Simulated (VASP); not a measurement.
```xyz
2
Lattice="3.3505 0.0000 0.0000 -1.6752 2.9016 0.0000 0.0000 0.0000 3.2856" Properties=species:S:1:pos:R:3 pbc="T T T"
P     0.0000    1.9344    0.8214
P     1.6753    0.9672    2.4642
```

Space group P6₃/mmc; a generated structure, not necessarily the stable one; changed on purpose from its base cell (volume × 1.04); computed pressure about −3 GPa in this cell.

All numbers below come from VASP 6.6.1, Kohn-Sham DFT of a periodic cell, RPBE, VASP PAW PBE potentials, recommended.

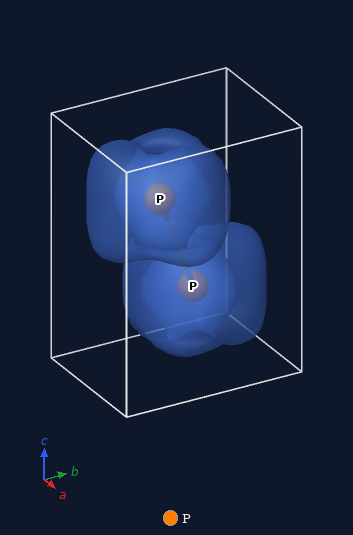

P. Isosurface of the electron localisation function at 0.75 (blue), seen slightly off an axis. Only the valence region is drawn (cores and ρ < 0.01 e/Å³ removed). Sticks mark near contacts.

In a PAW calculation such maps are meaningful between the atoms, not at the nuclei.

Where are the electrons localised?

Answer. At this value the surface marks out two regions wrapped around P (the valence shell of each), counted in one cell of 2 atoms. Any copies at cell faces, edges or corners count once. Along the contacts the grid gives the following. P–P (2.54 Å): the ELF peaks at about 0.85 between the atoms.
